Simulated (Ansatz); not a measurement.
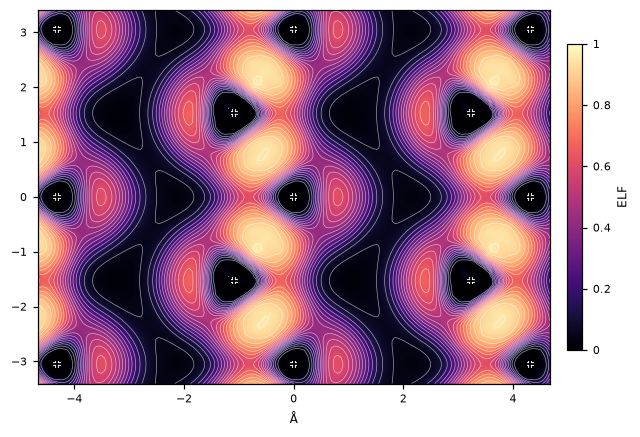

The ELF on a plane through atoms (crosses mark nuclei in the plane).

Level of theory: Ansatz, DFT PBEsol, scalar-relativistic, plane waves, PAW.

Candidates:
A. ZrN, a = 4.55 Å, b = 4.55 Å, c = 4.55 Å, α = 90.00°, β = 90.00°, γ = 90.00°. Space group Fm-3m; computed without spin polarisation.
B. BP, a = 4.32 Å, b = 4.32 Å, c = 4.32 Å, α = 90.00°, β = 90.00°, γ = 90.00°. Space group F-43m; computed pressure about 30 GPa in this cell.

Which system is this?

Answer. Candidate B: BP on the (110) plane of the conventional cell, which holds B and P. B–P (1.87 Å): the ELF peaks at about 0.95 between the atoms (localised, covalent bonding).
